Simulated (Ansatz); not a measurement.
# Run report: Bi$_{2}$Te$_{3}$, band-structure calculation

System: Bi$_{2}$Te$_{3}$ (R-3m, 5 atoms in the cell).
Method: DFT PBE, scalar-relativistic, plane waves, PAW, no spin polarisation (Ansatz 0.2.0).

Figures and captions count atoms from 1; the log counts them from 0 in places.

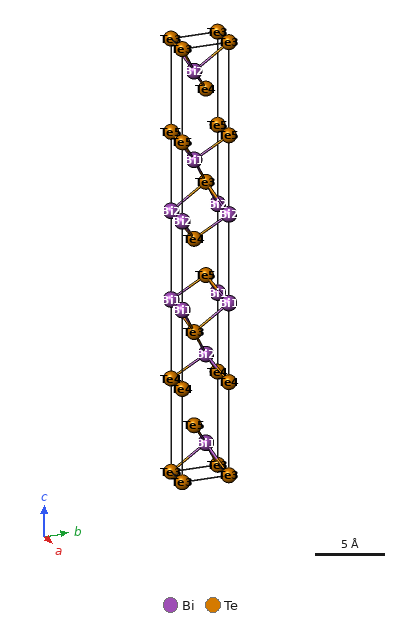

The input geometry (ball-and-stick view of the cell 3 times as large as that of the calculation, set on its symmetry axes, seen slightly off an axis; atoms are numbered from 1 in the order of the input). An atom can appear more than once, as a periodic image.

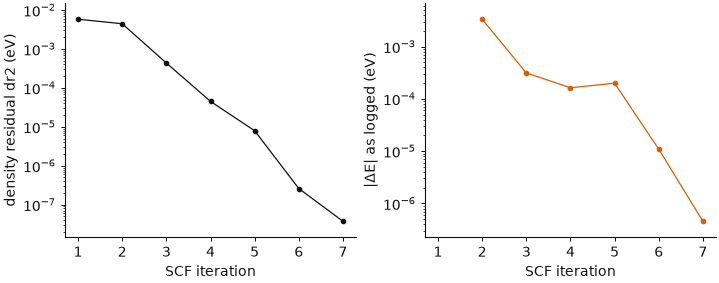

Convergence of the self-consistent field: density residual dr2 and size of the energy change against the SCF iteration. The residual falls at every step.

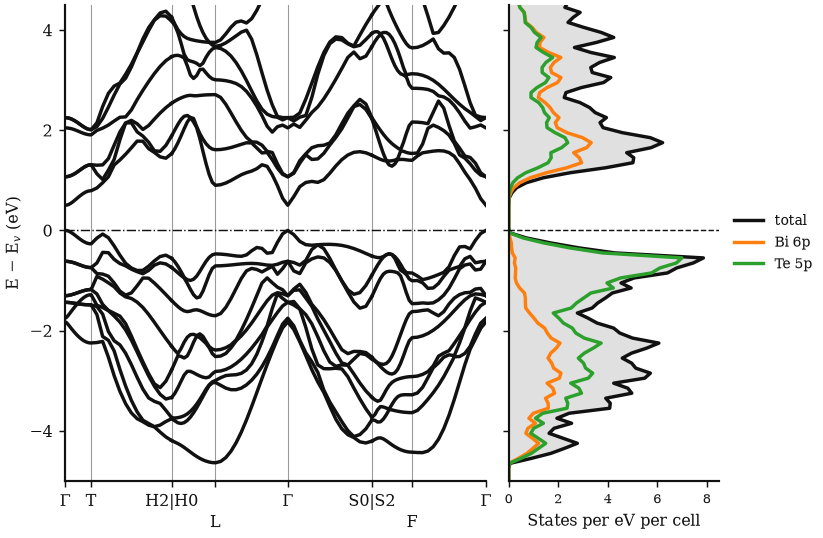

Band structure along Γ–T–H2|H0–L–Γ–S0|S2–F–Γ and density of states (projected on Löwdin-orthogonalised atomic shells), with energies from the valence-band top. There is a gap of 0.50 eV on this path, direct, at Γ.

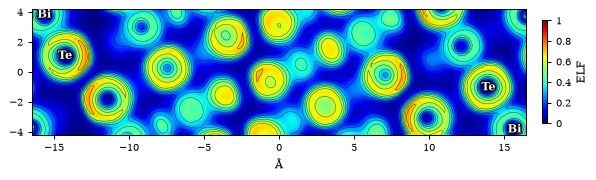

ELF on the (111) plane of the conventional cell. The section cuts through Bi and Te sites. Bi–Te (3.09 Å): the ELF peaks at about 0.65 in the valence shell of Te, 1.3 Å from its nucleus, and drops to about 0.35 between the two atoms. Bi–Te (3.29 Å): the ELF peaks at about 0.65 in the valence shell of Te, 1.3 Å from its nucleus, and drops to about 0.30 between the two atoms. The strong features right at Bi lie inside the PAW spheres (semicore, d or f shells) and say nothing about bonding. Core electrons are frozen (PAW), so the fields are smoothed inside the atomic spheres.

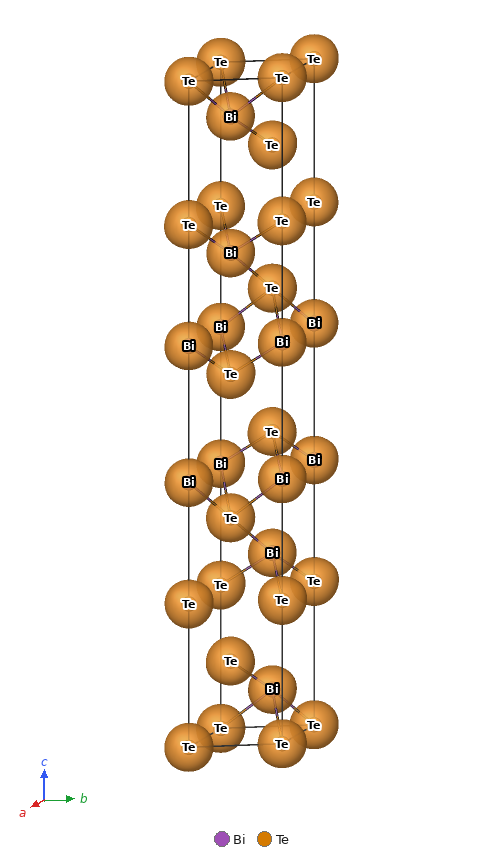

Isosurface of the valence electron density at 0.4 e/Å³ (orange), seen slightly off an axis. Sticks mark near contacts. The outline is the cell set on symmetry axes. At this value the density breaks into separate islands; it holds about 75 % of the electrons treated as valence (semicore included). It is pinched off along the Bi–Te (3.09 Å) and Bi–Te (3.29 Å) contacts. On the grid the lowest density along these lines, outside the cores, is 0.28 e/Å³ (Bi–Te, 3.09 Å) and 0.19 e/Å³ (Bi–Te, 3.29 Å).

The input that produced these results follows, with the program's output.

### Input
```yaml
crystal:
  lattice:
    - [2.2248063976, 1.2844925725, 10.6494745158]
    - [-2.2248063976, 1.2844925725, 10.6494745158]
    - [0.0, -2.5689851451, 10.6494745158]
  atoms:
    - { symbol: Bi, position: [0.3976135335, 0.3976135335, 0.3976135335] }
    - { symbol: Bi, position: [0.6023864665, 0.6023864665, 0.6023864665] }
    - { symbol: Te, position: [0.0, 0.0, 0.0] }
    - { symbol: Te, position: [0.21523085, 0.21523085, 0.21523085] }
    - { symbol: Te, position: [0.78476915, 0.78476915, 0.78476915] }
basis:
  ecutwfc: 420
  ecutrho_ratio: 4
kpoints:
  mp_grid: { grid: [8, 8, 8] }
  band_path:
    path:
      - [[0.0, 0.0, 0.0], [0.5, 0.5, 0.5], [0.82363459, 0.17636541, 0.5]]
      - [[0.5, -0.17636541, 0.17636541], [0.5, 0.0, 0.0], [0.0, 0.0, 0.0], [0.33818271, -0.33818271, 0.0]]
      - [[0.66181729, 0.0, 0.33818271], [0.5, 0.0, 0.5], [0.0, 0.0, 0.0]]
    npoints: 14
hamiltonian:
  xc: pbe
scf:
  occupations: { method: gaussian, width: 0.05 }
  n_extra_bands: 20
output:
  forces: true
  stress: true
  eigenvalues: true
  populations: true
  dos: { projected: true, de: 0.02, nscf_kmesh: { grid: [12, 12, 12] } }
  bader: true
  write_density: true
  write_potential: true
  elf: true
  volumetric_format: npy
```

Run as:
```bash
ansatz run input.yaml --threads 4 --pin off --max-ram 7168MiB --backend cpu --events-out ev --progress --plain --runs-dir out
```

### What the program printed
```
basis.fft_grid_basis auto: the FFT boxes are laid along the combinations [[1, -1, 0], [0, 1, 0], [0, -1, 1]] of the cell's own vectors, 4.450, 10.955 and 4.450 Å long. The dense box has 30×75×30 points. Along the cell's own vectors, as sized, it would have 75×75×75, 6.25 times as many. Of the 12 symmetry operations that the crystal satisfies within crystal.symmetry.tolerance (time reversal apart; of a slab, those that keep its plane) the dense box along the cell's own vectors carries 12, and the one as laid loses 8 of those. basis.fft_grid_basis: typed keeps the cell's own vectors: state it where this run's energies or levels are differenced outside the engine with another run's, or held beside a run that keeps those vectors. Those combinations have planes normal to reciprocal vector 3, as the cell's own vectors have. Each planar average written beside output.write_density, output.write_potential has a row for each plane of the box: 30. The volumetric files lie along those combinations, not along the cell's own vectors: a cube or XSF file states them, and fields.json those of NumPy files.
scf.n_extra_bands = 20 over 39 filled bands (N_el = 78.0): the run solves 59 bands
Engine: ansatz 0.2.0, aarch64-unknown-linux-gnu
Pseudopotentials: kind: paw
Pseudopotential: Bi, paw, valence charge 15, recommended cutoff 420 eV (normal), Bi.paw.azcp
Pseudopotential: Te, paw, valence charge 16, recommended cutoff 420 eV (normal), Te.paw.azcp
Functional definition: PBE
  parameter kappa = 0.804
  parameter beta = 0.06672455060314922
  exchange = pbe_x(kappa = kappa, mu = beta*pi^2/3)
  correlation = pbe_c(beta = beta)
Crystal: 5 atoms, lattice volume = 182.601 Å³
Basis set: ecut = 420 eV, 3599 PW (Γ), FFT grids on a1−a2, a2, −a2+a3, exchange–correlation on 60×150×60 points (8 copies of the dense FFT grid, shifted against one another)
Bands: 59, of which v1, the nominal top of the filled ones, is band 39 counted from 1 (38 counted from 0)
Symmetry: 12 space group operations
Space group: R-3m (ITA 166), of the structure as read, at distance tolerance 5.7e-5 Å
k-points: 65 of 512
Non-local potential: Bi, projectors of the file, l = 0: 2, l = 1: 2, l = 2: 2, l = 3: 2
Non-local potential: Te, projectors of the file, l = 0: 2, l = 1: 2, l = 2: 2, l = 3: 2
PAW form: soft (Blöchl's): semilocal exchange-correlation on the pseudo side does not see the compensation charge
PAW one-centre angular grid: Bi, 590 points (default); XC on 64 Gauss nodes
PAW one-centre angular grid: Te, 590 points (default); XC on 64 Gauss nodes
Initial density: superposition of atomic densities (neutral atoms: chi_scale 0, normalization atom), corrected by the library's trained network
Initial wavefunctions: pseudopotential atomic-orbital guess
Functional: x = pbe(κ = 0.804, μ = 0.2195149727645171), c = pbe(β = 0.06672455060314922)
SCF iter   1: F=—  HF=-45734.179566 eV  |F-HF|=—  |Δ(HF+E_count)|=         —  Δρ=1.18e-3  dr2=5.81e-3  ethr=1.77e-3  ⟨swp⟩=8.1  Hψ=18666  notcnv=0  defer=483
preconditioner: auto → Resta (q_TF=auto, 2.368 Å⁻¹)  ε∞=2.6  [insulator: Δε(μ)=0.513 eV  Ē_g=11.665 eV  σ=0.050 eV  W_gap=1.00  n_scr=44 (ndim 8)  ℏωp=14.5 eV  f_vac=0.035  D(μ)=0.00/eV (n_scr^D=0)  ε∞_Penn≈2.6]
SCF iter   2: F=—  HF=-45734.176232 eV  |F-HF|=—  |Δ(HF+E_count)|=   3.33e-3  Δρ=6.53e-4  dr2=4.45e-3  ethr=7.45e-6  ⟨swp⟩=2.0  Hψ=7096  notcnv=0  defer=667
SCF iter   3: F=—  HF=-45734.175919 eV  |F-HF|=—  |Δ(HF+E_count)|=   3.13e-4  Δρ=4.04e-4  dr2=4.36e-4  ethr=5.70e-6  ⟨swp⟩=1.6  Hψ=3212  notcnv=0  defer=667
SCF iter   4: F=—  HF=-45734.176081 eV  |F-HF|=—  |Δ(HF+E_count)|=   1.63e-4  Δρ=1.71e-4  dr2=4.51e-5  ethr=5.58e-7  ⟨swp⟩=2.9  Hψ=4632  notcnv=0  defer=667
SCF iter   5: F=—  HF=-45734.176281 eV  |F-HF|=—  |Δ(HF+E_count)|=   1.99e-4  Δρ=6.94e-5  dr2=7.94e-6  ethr=5.78e-8  ⟨swp⟩=2.0  Hψ=3930  notcnv=0  defer=667
SCF iter   6: F=—  HF=-45734.176291 eV  |F-HF|=—  |Δ(HF+E_count)|=   1.09e-5  Δρ=1.02e-5  dr2=2.60e-7  ethr=1.02e-8  ⟨swp⟩=2.0  Hψ=4604  notcnv=0  defer=667
SCF iter   7: F=-45734.176292 eV  HF=-45734.176292 eV  |F-HF|=1.28e-9  |Δ(HF+E_count)|=   4.56e-7  Δρ=3.95e-6  dr2=3.75e-8  ethr=1.28e-10  ⟨swp⟩=20.5  Hψ=35133  notcnv=0
SCF 1 converged in 7 iterations: F = -45734.176292 eV  dr2 = 3.75e-8
  greatest PAW one-centre occupation: 0.998 electrons in one spin orbital (limit 2), on the Te atom at site 4 (counted from 0), in its partial waves of l = 2
NSCF: frozen V_eff on 101 k-points
NSCF: frozen V_eff on 189 k-points
SCF converged after 7 iterations
Free energy (F): -45734.176292 eV
Harris-Foulkes:  -45734.176292 eV  (|F-HF|=1.28e-9)
Internal energy: -45734.176292 eV  (E = F + TS)
E sigma→0 (E₀):  -45734.176292 eV
Fermi energy:    8.216135 eV
--- Per-component energies (eV) ---
  E_band       = -1068.327283
  E_kinetic    = 1141.539226
  E_local      = -7417.709234  (includes V_loc(G=0)·N_el)
  E_nonlocal   = 191.612853
  E_hartree    = 3663.940411
  E_xc         = -675.012016
  E_vxc        = -599.857281  (∫ρ·V_xc dr)
  E_paw        = -35312.589725  (= ΣΔE_a)
  E_vpaw       = -1711.790679  (= ΣTr[D̂ρ^β])
  E_aug_tail   = -0.001401  (compensation charges beyond the density's cutoff)
  E_ewald      = -7325.956406
  E_smearing   = -0.000000  (= −TS)
  E_closure    = 0.000000  (closes the sum)
  Σ components = -45734.176292   (vs F -45734.176292, Δ=0.00e0)
--- Forces (eV/Å), atoms counted from 1 ---
  atom   1  Bi     0.00000000    -0.00000000     0.00032144
  atom   2  Bi    -0.00000000     0.00000000    -0.00032144
  atom   3  Te    -0.00000000     0.00000000    -0.00000000
  atom   4  Te     0.00000000    -0.00000000     0.00396641
  atom   5  Te    -0.00000000     0.00000000    -0.00396641
  max |Σ_I F_I| component: 8.67e-19 eV/Å
--- Stress (GPa, compression-positive) ---
       -0.013626       0.000000      -0.000000
        0.000000      -0.013626      -0.000000
       -0.000000      -0.000000      -0.013052
  P = ⅓ Tr σ = -0.0134 GPa (-0.134 kbar)
--- Band table (eV; the first three rows and the last of 65) ---
  k-point 0: bands = ["-28.3570", "-28.3570", "-28.3567", "-28.3567", "-28.3463", "-28.3463", "-28.3451", "-28.3451", "-28.3409", "-28.3409", "-28.2109", "-28.2042", "-28.2042", "-28.1751", "-28.1751", "-14.9862", "-14.9862", "-14.9849", "-14.9849", "-14.9800", "-14.9789", "-14.9762", "-14.9762", "-14.9751", "-14.9751", "-4.8224", "-4.2640", "-2.8127", "-0.7669", "-0.0861", "6.1406", "6.2132", "6.5305", "6.5305", "6.6625", "6.6625", "7.3492", "7.3492", "7.9655", "8.4667", "9.0359", "9.0359", "10.0116", "10.2160", "10.2160", "13.1805", "14.0278", "14.1691", "14.1691", "14.2737", "14.8915", "14.8915", "15.6032", "15.6032", "16.0170", "16.0795", "16.4369", "17.6720", "17.6720"]
  k-point 1: bands = ["-28.3570", "-28.3569", "-28.3567", "-28.3566", "-28.3463", "-28.3463", "-28.3452", "-28.3451", "-28.3409", "-28.3408", "-28.2109", "-28.2043", "-28.2042", "-28.1751", "-28.1750", "-14.9872", "-14.9857", "-14.9848", "-14.9835", "-14.9791", "-14.9781", "-14.9769", "-14.9763", "-14.9757", "-14.9749", "-4.6934", "-4.1497", "-2.7343", "-0.8556", "-0.2446", "5.4213", "5.5305", "6.1098", "6.2318", "6.6227", "6.9747", "7.2662", "7.2683", "7.4760", "9.1672", "9.4633", "9.5520", "9.9538", "10.2569", "10.6087", "12.9300", "13.3943", "14.3119", "14.3295", "14.6853", "15.0993", "15.2218", "15.4723", "16.2143", "16.4803", "16.8189", "17.1318", "17.2194", "17.3711"]
  k-point 2: bands = ["-28.3570", "-28.3567", "-28.3566", "-28.3562", "-28.3465", "-28.3464", "-28.3454", "-28.3451", "-28.3407", "-28.3406", "-28.2107", "-28.2044", "-28.2043", "-28.1751", "-28.1747", "-14.9901", "-14.9884", "-14.9822", "-14.9807", "-14.9795", "-14.9777", "-14.9761", "-14.9754", "-14.9747", "-14.9741", "-4.3158", "-3.8274", "-2.5324", "-1.1920", "-0.6740", "4.4492", "4.9750", "5.3036", "5.6171", "6.1162", "6.4214", "7.2076", "7.3067", "7.5586", "9.1490", "9.7113", "9.7328", "10.6088", "10.7500", "11.7830", "12.1903", "13.7320", "14.2565", "14.9243", "15.0722", "15.1949", "15.9597", "15.9729", "16.7129", "17.0101", "17.1966", "17.4963", "17.7878", "17.8830"]
  k-point 64: bands = ["-28.3570", "-28.3570", "-28.3567", "-28.3567", "-28.3463", "-28.3463", "-28.3451", "-28.3451", "-28.3409", "-28.3409", "-28.2109", "-28.2042", "-28.2042", "-28.1751", "-28.1751", "-14.9862", "-14.9862", "-14.9849", "-14.9849", "-14.9799", "-14.9790", "-14.9763", "-14.9763", "-14.9751", "-14.9751", "-4.7594", "-4.3940", "-2.5941", "-1.1981", "0.2326", "5.7187", "6.4794", "6.4794", "6.6820", "6.7854", "6.7854", "7.2232", "7.2232", "7.6967", "8.7575", "9.2764", "9.2764", "9.8722", "9.9764", "9.9764", "13.2024", "13.9536", "13.9536", "14.0772", "14.5617", "15.3646", "15.6895", "15.6895", "15.9746", "16.1198", "16.1198", "16.4979", "16.7077", "16.7077"]
--- Löwdin populations: 5 sites ---
  site symbol       q [e]
     0     Bi     14.6095
     1     Bi     14.6095
     2     Te     16.3146
     3     Te     16.1494
     4     Te     16.1494
  spilling = 0.002148 (of n_electrons = 78.000000)
--- Bader charges: 5 sites ---
  site symbol  charge [e]  shift [e]
     0     Bi      0.7171     0.0000
     1     Bi      0.7171     0.0000
     2     Te     -0.6245     0.0000
     3     Te     -0.4049     0.0000
     4     Te     -0.4049     0.0000
  estimated error of the sums over rays = 2.5e-4 e
```

### File bader_charges.tsv
```
# site	symbol	x_ang	y_ang	z_ang	partial_charge_e	electrons	volume_ang3	relative_density_drop	shared_charge_e	partial_wave_shift_e
# quadrature_error_electrons = 2.5e-4
0	Bi	0.0000	0.0000	12.7031	0.71713	82.28287	28.53	-	0.71713	0.00000
1	Bi	0.0000	0.0000	19.2453	0.71712	82.28288	28.53	-	0.71712	0.00000
2	Te	0.0000	0.0000	0.0000	-0.62452	52.62452	38.68	-	-0.62452	0.00000
3	Te	0.0000	0.0000	6.8763	-0.40486	52.40486	43.43	-	-0.40486	0.00000
4	Te	0.0000	0.0000	25.0721	-0.40487	52.40487	43.43	-	-0.40487	0.00000
```

### Key numbers

- outcome: converged
- space group (tolerance 0.01 Å): R-3m (166)
- electrons treated: 78
- free energy: −45734.1763 eV
- Fermi energy: 8.216 eV
- gap on the k-point mesh: 0.50 eV
- gap on the band path: 0.50 eV
- pressure: −0.01 GPa
- largest force (length of the vector): 0.004 eV/Å
- hardware: 4 threads of Arm Neoverse V2, 24 GiB of memory available, shared host
- wall time: 54 s (CPU time 3.6 min)
- peak memory: 1.4 GiB

Spin–orbit coupling is left out, which matters for Bi.
